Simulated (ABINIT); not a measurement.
# Geometry relaxation of HfN (part 2 of 2)

Continued. System: HfN (Fm-3m, 2 atoms in the cell). Method: Kohn-Sham DFT of a periodic cell, LDA, PseudoDojo NC SR LDA v0.4.1 standard, no spin polarisation (ABINIT 10.8.3); cutoff 1142.88 eV, 8×8×8 k-mesh, fermi-dirac of 0.05 eV. The structure derives from an entry of the Crystallography Open Database.

Log, continued:
```
--- !BeginCycle
iteration_state: {dtset: 1, itime: 3, icycle: 1, }
solver: {iscf: 7, nstep: 80, nline: 4, wfoptalg: 0, }
tolerances: {tolvrs: 1.00E-12, }
...

     iter   Etot(hartree)      deltaE(h)  residm     vres2
 ETOT  1  -66.962637190435    -6.696E+01 2.828E-04 5.034E-01
 ETOT  2  -66.962648568962    -1.138E-05 2.953E-05 2.509E-01
 ETOT  3  -66.962674768423    -2.620E-05 1.535E-05 8.939E-02
 ETOT  4  -66.962687752487    -1.298E-05 3.057E-05 1.168E-04
 ETOT  5  -66.962687766763    -1.428E-08 4.967E-06 5.666E-07
 ETOT  6  -66.962687766820    -5.717E-11 5.593E-06 2.366E-09
 ETOT  7  -66.962687766819     9.663E-13 1.790E-06 2.005E-11
 ETOT  8  -66.962687766823    -3.908E-12 2.127E-06 4.048E-14

 At SCF step    8       vres2   =  4.05E-14 < tolvrs=  1.00E-12 =>converged.

 Cartesian components of stress tensor (hartree/bohr^3)
  sigma(1 1)= -3.36579896E-06  sigma(3 2)=  0.00000000E+00
  sigma(2 2)= -3.36579896E-06  sigma(3 1)=  0.00000000E+00
  sigma(3 3)= -3.36579896E-06  sigma(2 1)=  0.00000000E+00

--- !ResultsGS
iteration_state: {dtset: 1, itime: 3, icycle: 1, }
comment   : Summary of ground state results
lattice_vectors:
- [  0.0000000,   4.2024085,   4.2024085, ]
- [  4.2024085,   0.0000000,   4.2024085, ]
- [  4.2024085,   4.2024085,   0.0000000, ]
lattice_lengths: [   5.94310,    5.94310,    5.94310, ]
lattice_angles: [ 60.000,  60.000,  60.000, ] # degrees, (23, 13, 12)
lattice_volume:   1.4843106E+02
convergence: {deltae: -3.908E-12, res2:  4.048E-14, residm:  2.127E-06, diffor: null, }
etotal    :  -6.69626878E+01
entropy   :   0.00000000E+00
fermie    :   5.23856839E-01
cartesian_stress_tensor: # hartree/bohr^3
- [ -3.36579896E-06,   0.00000000E+00,   0.00000000E+00, ]
- [  0.00000000E+00,  -3.36579896E-06,   0.00000000E+00, ]
- [  0.00000000E+00,   0.00000000E+00,  -3.36579896E-06, ]
pressure_GPa:   9.9025E-02
xred      :
- [  0.0000E+00,   0.0000E+00,   0.0000E+00, Hf]
- [  5.0000E-01,   5.0000E-01,   5.0000E-01,  N]
cartesian_forces: # hartree/bohr
- [ -0.00000000E+00,  -0.00000000E+00,  -0.00000000E+00, ]
- [ -0.00000000E+00,  -0.00000000E+00,  -0.00000000E+00, ]
force_length_stats: {min:   0.00000000E+00, max:   0.00000000E+00, mean:   0.00000000E+00, }
...

 Integrated electronic density in atomic spheres:
 ------------------------------------------------
 Atom  Sphere_radius  Integrated_density
    1        2.00000          8.53134034
    2        2.00000          5.31842924

---OUTPUT-----------------------------------------------------------------------

 Cartesian coordinates (xcart) [bohr]
  0.00000000000000E+00  0.00000000000000E+00  0.00000000000000E+00
  4.20240846311528E+00  4.20240846311528E+00  4.20240846311528E+00
 Reduced coordinates (xred)
  0.00000000000000E+00  0.00000000000000E+00  0.00000000000000E+00
  5.00000000000000E-01  5.00000000000000E-01  5.00000000000000E-01
 Cartesian forces (fcart) [Ha/bohr]; max,rms= 0.00000E+00 0.00000E+00 (free atoms)
 -0.00000000000000E+00 -0.00000000000000E+00 -0.00000000000000E+00
 -0.00000000000000E+00 -0.00000000000000E+00 -0.00000000000000E+00
 Gradient of E wrt nuclear positions in reduced coordinates (gred)
  0.00000000000000E+00  0.00000000000000E+00  0.00000000000000E+00
  0.00000000000000E+00  0.00000000000000E+00  0.00000000000000E+00
 Scale of Primitive Cell (acell) [bohr]
  5.94310304316910E+00  5.94310304316910E+00  5.94310304316910E+00
 Real space primitive translations (rprimd) [bohr]
  0.00000000000000E+00  4.20240846311528E+00  4.20240846311528E+00
  4.20240846311528E+00  0.00000000000000E+00  4.20240846311528E+00
  4.20240846311528E+00  4.20240846311528E+00  0.00000000000000E+00
 Unitary Cell Volume (ucvol) [Bohr^3]=  1.48431057941566E+02
 Angles (23,13,12)= [degrees]
  6.00000000000000E+01  6.00000000000000E+01  6.00000000000000E+01
 Lengths [Bohr]
  5.94310304316910E+00  5.94310304316910E+00  5.94310304316910E+00
 Stress tensor in cartesian coordinates (strten) [Ha/bohr^3]
 -3.36579895617375E-06  0.00000000000000E+00  0.00000000000000E+00
  0.00000000000000E+00 -3.36579895617375E-06  0.00000000000000E+00
  0.00000000000000E+00  0.00000000000000E+00 -3.36579895617722E-06
 Total energy (etotal) [Ha]= -6.69626877668231E+01

 Difference of energy with previous step (new-old):
           Absolute (Ha)=-2.34974E-05
           Relative     =-3.50904E-07

--- Iteration: ( 4/50) Internal Cycle: (1/1)
--------------------------------------------------------------------------------

---SELF-CONSISTENT-FIELD CONVERGENCE--------------------------------------------

--- !BeginCycle
iteration_state: {dtset: 1, itime: 4, icycle: 1, }
solver: {iscf: 7, nstep: 80, nline: 4, wfoptalg: 0, }
tolerances: {tolvrs: 1.00E-12, }
...

     iter   Etot(hartree)      deltaE(h)  residm     vres2
 ETOT  1  -66.962687691957    -6.696E+01 1.681E-07 1.537E-03
 ETOT  2  -66.962687726219    -3.426E-08 1.168E-07 7.709E-04
 ETOT  3  -66.962687807194    -8.098E-08 3.730E-08 2.710E-04
 ETOT  4  -66.962687846555    -3.936E-08 7.963E-08 3.542E-07
 ETOT  5  -66.962687846599    -4.383E-11 2.308E-08 1.671E-09
 ETOT  6  -66.962687846600    -1.094E-12 5.119E-08 7.675E-12
 ETOT  7  -66.962687846598     1.677E-12 1.540E-08 7.521E-14

 At SCF step    7       vres2   =  7.52E-14 < tolvrs=  1.00E-12 =>converged.

 Cartesian components of stress tensor (hartree/bohr^3)
  sigma(1 1)=  2.38664195E-08  sigma(3 2)=  0.00000000E+00
  sigma(2 2)=  2.38664195E-08  sigma(3 1)=  0.00000000E+00
  sigma(3 3)=  2.38664195E-08  sigma(2 1)=  0.00000000E+00

--- !ResultsGS
iteration_state: {dtset: 1, itime: 4, icycle: 1, }
comment   : Summary of ground state results
lattice_vectors:
- [  0.0000000,   4.2028584,   4.2028584, ]
- [  4.2028584,   0.0000000,   4.2028584, ]
- [  4.2028584,   4.2028584,   0.0000000, ]
lattice_lengths: [   5.94374,    5.94374,    5.94374, ]
lattice_angles: [ 60.000,  60.000,  60.000, ] # degrees, (23, 13, 12)
lattice_volume:   1.4847874E+02
convergence: {deltae:  1.677E-12, res2:  7.521E-14, residm:  1.540E-08, diffor: null, }
etotal    :  -6.69626878E+01
entropy   :   0.00000000E+00
fermie    :   5.23680564E-01
cartesian_stress_tensor: # hartree/bohr^3
- [  2.38664195E-08,   0.00000000E+00,   0.00000000E+00, ]
- [  0.00000000E+00,   2.38664195E-08,   0.00000000E+00, ]
- [  0.00000000E+00,   0.00000000E+00,   2.38664195E-08, ]
pressure_GPa:  -7.0217E-04
xred      :
- [  0.0000E+00,   0.0000E+00,   0.0000E+00, Hf]
- [  5.0000E-01,   5.0000E-01,   5.0000E-01,  N]
cartesian_forces: # hartree/bohr
- [ -0.00000000E+00,  -0.00000000E+00,  -0.00000000E+00, ]
- [ -0.00000000E+00,  -0.00000000E+00,  -0.00000000E+00, ]
force_length_stats: {min:   0.00000000E+00, max:   0.00000000E+00, mean:   0.00000000E+00, }
...

 Integrated electronic density in atomic spheres:
 ------------------------------------------------
 Atom  Sphere_radius  Integrated_density
    1        2.00000          8.53174549
    2        2.00000          5.31856522

---OUTPUT-----------------------------------------------------------------------

 Cartesian coordinates (xcart) [bohr]
  0.00000000000000E+00  0.00000000000000E+00  0.00000000000000E+00
  4.20285839488521E+00  4.20285839488521E+00  4.20285839488521E+00
 Reduced coordinates (xred)
  0.00000000000000E+00  0.00000000000000E+00  0.00000000000000E+00
  5.00000000000000E-01  5.00000000000000E-01  5.00000000000000E-01
 Cartesian forces (fcart) [Ha/bohr]; max,rms= 0.00000E+00 0.00000E+00 (free atoms)
 -0.00000000000000E+00 -0.00000000000000E+00 -0.00000000000000E+00
 -0.00000000000000E+00 -0.00000000000000E+00 -0.00000000000000E+00
 Gradient of E wrt nuclear positions in reduced coordinates (gred)
  0.00000000000000E+00  0.00000000000000E+00  0.00000000000000E+00
  0.00000000000000E+00  0.00000000000000E+00  0.00000000000000E+00
 Scale of Primitive Cell (acell) [bohr]
  5.94373934278028E+00  5.94373934278028E+00  5.94373934278028E+00
 Real space primitive translations (rprimd) [bohr]
  0.00000000000000E+00  4.20285839488521E+00  4.20285839488521E+00
  4.20285839488521E+00  0.00000000000000E+00  4.20285839488521E+00
  4.20285839488521E+00  4.20285839488521E+00  0.00000000000000E+00
 Unitary Cell Volume (ucvol) [Bohr^3]=  1.48478738455977E+02
 Angles (23,13,12)= [degrees]
  6.00000000000000E+01  6.00000000000000E+01  6.00000000000000E+01
 Lengths [Bohr]
  5.94373934278028E+00  5.94373934278028E+00  5.94373934278028E+00
 Stress tensor in cartesian coordinates (strten) [Ha/bohr^3]
  2.38664195385818E-08  0.00000000000000E+00  0.00000000000000E+00
  0.00000000000000E+00  2.38664195420513E-08  0.00000000000000E+00
  0.00000000000000E+00  0.00000000000000E+00  2.38664195489902E-08
 Total energy (etotal) [Ha]= -6.69626878465980E+01

 Difference of energy with previous step (new-old):
           Absolute (Ha)=-7.97749E-08
           Relative     =-1.19133E-09

 At Broyd/MD step   4, gradients are converged :
  max grad (force/stress) = 2.3866E-06 < tolmxf= 2.0000E-05 ha/bohr (free atoms)

================================================================================

 ----iterations are completed or convergence reached----

 Mean square residual over all n,k,spin=   40.870E-12; max=  15.399E-09
 reduced coordinates (array xred) for    2 atoms
       0.000000000000      0.000000000000      0.000000000000
       0.500000000000      0.500000000000      0.500000000000
 rms dE/dt=  0.0000E+00; max dE/dt=  0.0000E+00; dE/dt below (all hartree)
    1       0.000000000000      0.000000000000      0.000000000000
    2       0.000000000000      0.000000000000      0.000000000000

 cartesian coordinates (angstrom) at end:
    1      0.00000000000000     0.00000000000000     0.00000000000000
    2      2.22405688171679     2.22405688171679     2.22405688171679

 cartesian forces (hartree/bohr) at end:
    1     -0.00000000000000    -0.00000000000000    -0.00000000000000
    2     -0.00000000000000    -0.00000000000000    -0.00000000000000
 frms,max,avg= 0.0000000E+00 0.0000000E+00   0.000E+00  0.000E+00  0.000E+00 h/b

 cartesian forces (eV/Angstrom) at end:
    1     -0.00000000000000    -0.00000000000000    -0.00000000000000
    2     -0.00000000000000    -0.00000000000000    -0.00000000000000
 frms,max,avg= 0.0000000E+00 0.0000000E+00   0.000E+00  0.000E+00  0.000E+00 e/A
 length scales=  5.943739342780  5.943739342780  5.943739342780 bohr
              =  3.145291405613  3.145291405613  3.145291405613 angstroms
 Fermi (or HOMO) energy (hartree) =   0.52368   Average Vxc (hartree)=  -0.50764
 Eigenvalues (hartree) for nkpt=  29  k points:
 kpt#   1, nband= 13, wtk=  0.00195, kpt=  0.0000  0.0000  0.0000 (reduced coord)
  -1.77321   -0.61089   -0.61089   -0.61089   -0.12065    0.41343    0.41343    0.41343
   0.50837    0.50837    0.50837    0.59854    0.59854
      occupation numbers for kpt#   1
   2.00000    2.00000    2.00000    2.00000    2.00000    2.00000    2.00000    2.00000
   1.99952    1.99952    1.99952    0.00000    0.00000
 prteigrs : prtvol=0 or 1, do not print more k-points.

--- !EnergyTerms
iteration_state     : {dtset: 1, itime: 4, icycle: 1, }
comment             : Components of total free energy in Hartree
kinetic             :  2.18489748614802E+01
hartree             :  6.53611625942778E+00
xc                  : -1.73199784458428E+01
Ewald energy        : -5.38686741033812E+01
psp_core            :  3.11953707259137E+00
local_psp           : -2.87476849252743E+01
non_local_psp       :  1.46928022162757E+00
internal            : -6.69624290593714E+01
'-kT*entropy'       : -2.58787226634194E-04
total_energy        : -6.69626878465980E+01
total_energy_eV     : -1.82214756306284E+03
band_energy         : -5.08689171268084E+00
...

 Cartesian components of stress tensor (hartree/bohr^3)
  sigma(1 1)=  2.38664195E-08  sigma(3 2)=  0.00000000E+00
  sigma(2 2)=  2.38664195E-08  sigma(3 1)=  0.00000000E+00
  sigma(3 3)=  2.38664195E-08  sigma(2 1)=  0.00000000E+00

-Cartesian components of stress tensor (GPa)         [Pressure= -7.0217E-04 GPa]
- sigma(1 1)=  7.02174305E-04  sigma(3 2)=  0.00000000E+00
- sigma(2 2)=  7.02174305E-04  sigma(3 1)=  0.00000000E+00
- sigma(3 3)=  7.02174306E-04  sigma(2 1)=  0.00000000E+00

== END DATASET(S) ==============================================================
================================================================================

 -outvars: echo values of variables after computation  --------
            acell      5.9437393428E+00  5.9437393428E+00  5.9437393428E+00 Bohr
           etotal     -6.6962687847E+01
            fcart     -0.0000000000E+00 -0.0000000000E+00 -0.0000000000E+00
                      -0.0000000000E+00 -0.0000000000E+00 -0.0000000000E+00
            rprim      0.0000000000E+00  7.0710678119E-01  7.0710678119E-01
                       7.0710678119E-01  0.0000000000E+00  7.0710678119E-01
                       7.0710678119E-01  7.0710678119E-01  0.0000000000E+00
           strten      2.3866419539E-08  2.3866419542E-08  2.3866419549E-08
                       0.0000000000E+00  0.0000000000E+00  0.0000000000E+00
           xangst      0.0000000000E+00  0.0000000000E+00  0.0000000000E+00
                       2.2240568817E+00  2.2240568817E+00  2.2240568817E+00
             xred      0.0000000000E+00  0.0000000000E+00  0.0000000000E+00
                       5.0000000000E-01  5.0000000000E-01  5.0000000000E-01
 Calculation completed.
```

Trajectory as extended XYZ (Å, eV, eV/Å), 4 frames, from step=0 to step=3:
```
2
Lattice="0.0000 2.2560 2.2560 2.2560 0.0000 2.2560 2.2560 2.2560 0.0000" Properties=species:S:1:pos:R:3:forces:R:3 step=0 energy=-1822.10981
Hf    0.0000    0.0000    0.0000    0.0000   0.0000   0.0000
N     2.2560    2.2560    2.2560    0.0000   0.0000   0.0000
2
Lattice="0.0000 2.2281 2.2281 2.2281 0.0000 2.2281 2.2281 2.2281 0.0000" Properties=species:S:1:pos:R:3:forces:R:3 step=1 energy=-1822.14692
Hf    0.0000    0.0000    0.0000    0.0000   0.0000   0.0000
N     2.2281    2.2281    2.2281    0.0000   0.0000   0.0000
2
Lattice="0.0000 2.2238 2.2238 2.2238 0.0000 2.2238 2.2238 2.2238 0.0000" Properties=species:S:1:pos:R:3:forces:R:3 step=2 energy=-1822.14756
Hf    0.0000    0.0000    0.0000    0.0000   0.0000   0.0000
N     2.2238    2.2238    2.2238    0.0000   0.0000   0.0000
2
Lattice="0.0000 2.2241 2.2241 2.2241 0.0000 2.2241 2.2241 2.2241 0.0000" Properties=species:S:1:pos:R:3:forces:R:3 step=3 energy=-1822.14756
Hf    0.0000    0.0000    0.0000    0.0000   0.0000   0.0000
N     2.2241    2.2241    2.2241    0.0000   0.0000   0.0000
```

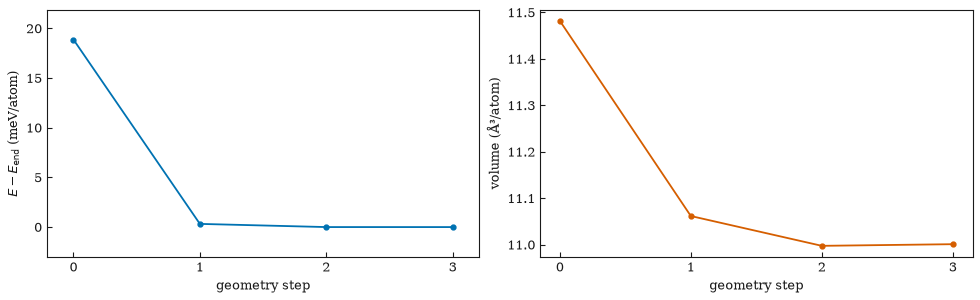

**Figure 1.** Progress of the relaxation, step by step (steps are counted from 0).

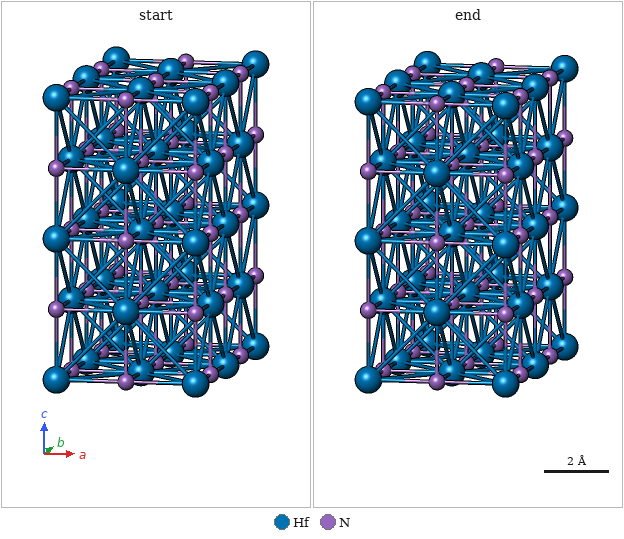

**Figure 2.** Before (left) and after (right) the relaxation, at one scale (ball-and-stick view of the cell 4 times as large as that of the calculation, set on its symmetry axes, repeated 1 × 2 × 2, seen slightly off an axis). The energy falls by 18.9 meV per atom in 3 geometry steps. All forces vanish by symmetry, so only the cell relaxes. The atoms keep their places relative to the cell (all moves are under 0.005 Å). Cell: a = b = c 4.512 → 4.448 Å (−1.4 %). Volume −4.2 %. Distances before and after: Hf1–Hf1 3.190 → 3.145 Å, Hf1–N2 2.256 → 2.224 Å. The space group stays Fm-3m (No. 225). (Atoms are counted from 1 in the order of the input.)

This output came from the following input.

Input file:
```
# Pseudopotentials
pp_dirpath "./"
pseudos "Hf.upf, N.upf"

# Structure
acell 3.1904657967 3.1904657967 3.1904657967 Angstrom
rprim
     0.0000000000     0.7071067812     0.7071067812
     0.7071067812     0.0000000000     0.7071067812
     0.7071067812     0.7071067812     0.0000000000
ntypat 2
znucl 72 7
natom 2
typat 1 2
chkprim 0
chksymtnons 0
tolsym 1.0e-6
xred
            0.0            0.0            0.0
            1/2            1/2            1/2

# Plane-wave basis
ecut 42.0
ecutsm 0.5

# k points
kptopt 1
ngkpt 8 8 8
nshiftk 1
shiftk 0.0 0.0 0.0

# Exchange and correlation
ixc 7

# Bands and occupations
nband 13
occopt 3
tsmear 0.05 eV

# SCF cycle
nstep 80
tolvrs 1.0e-12

# Output
iomode 3
prteig 0
prtebands 0
prtwf 0
prtden 0

# Relaxation
ionmov 2
optcell 2
ntime 50
tolmxf 2.0e-5
dilatmx 1.08
```

Command:
```bash
abinit run.abi > log 2>&1
```

Results in brief:

- outcome: converged
- space group (tolerance 0.01 Å): Fm-3m (225)
- electrons treated: 17
- free energy: −1822.1476 eV
- Fermi energy: 14.250 eV
- gap on the k-point mesh: none (metallic)
- pressure: 0.00 GPa
- final volume: 22.00 Å³
- largest force (length of the vector) at the end: under 0.001 eV/Å
- final cell: a = 3.145 Å, b = 3.145 Å, c = 3.145 Å, α = 60.00°, β = 60.00°, γ = 60.00°
- hardware: 1 thread of Arm Neoverse V2, 24 GiB of memory available, shared host
- wall time: 89 s
- peak memory: 0.08 GiB

Remarks:

Spin–orbit coupling is left out, which matters for Hf. The cell holds an odd number of electrons but the run has no spin polarisation, so it comes out as a metal.
